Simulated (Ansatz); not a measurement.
System: V, space group Fm-3m (No. 225) (one of a set of cubic test structures, which need not be the stable phase).

Calculation (Ansatz 0.2.0 development build): equation of state of a cubic crystal from periodic Kohn-Sham density functional theory without spin, third-order Birch-Murnaghan fit to the free energies; pressure corrected for the finite basis. Level: PBE.

```json
{"setting": "structure type", "value": "fcc"}
{"setting": "atoms in cell", "value": "1"}
{"setting": "space group number", "value": "225"}
{"setting": "lattice centring", "value": "face-centred primitive"}
{"setting": "k mesh", "value": "25×25×25"}
{"setting": "occupation method", "value": "Fermi–Dirac"}
{"setting": "occupation width", "value": "0.06123 eV"}
{"setting": "wave cutoff", "value": "700 eV"}
{"setting": "datasets", "value": "soft-1 PAW"}
{"setting": "density tolerance", "value": "1e-09 eV"}
{"setting": "bands", "value": "11"}
{"setting": "density cutoff ratio", "value": "4"}
{"setting": "search for lower states", "value": "default"}
```

Describe the result: the energy above the lowest point and pressure against volume. The volume takes the values 13.07, 13.35, 13.63, 13.91, 14.46 Å³/atom.

A third-order Birch–Murnaghan fit gives V0 = 13.90 Å³/atom, B0 = 176 GPa and B′ = 3.9. The energy above the lowest point is 30.1 meV/atom at volume 13.07 Å³/atom and 11.7 meV/atom at 14.46 Å³/atom; the lowest computed point is at volume 13.91 Å³/atom (0.0 meV/atom), and no other minimum shows among the points. The pressure falls from 12.2 GPa at volume 13.07 Å³/atom to −6.5 GPa at 14.46 Å³/atom, and changes sign near 13.90 Å³/atom.

```json
{"volume (Å³/atom)": "13.07", "energy above the lowest point (meV/atom)": "30.1", "pressure (GPa)": "12.2"}
{"volume (Å³/atom)": "13.35", "energy above the lowest point (meV/atom)": "12.8", "pressure (GPa)": "7.7"}
{"volume (Å³/atom)": "13.63", "energy above the lowest point (meV/atom)": "3.0", "pressure (GPa)": "3.6"}
{"volume (Å³/atom)": "13.91", "energy above the lowest point (meV/atom)": "0.0", "pressure (GPa)": "-0.1"}
{"volume (Å³/atom)": "14.46", "energy above the lowest point (meV/atom)": "11.7", "pressure (GPa)": "-6.5"}
```

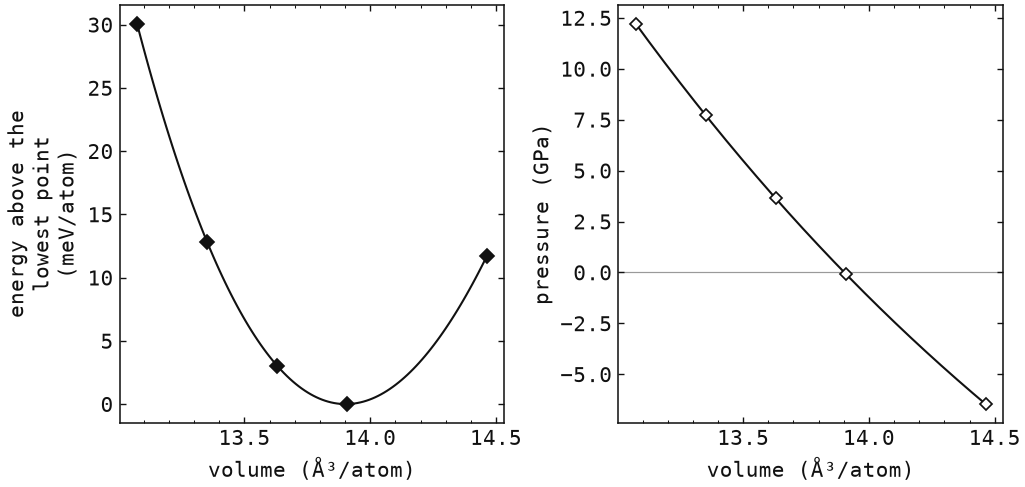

Caveats: cubic model structure, not the ambient form.
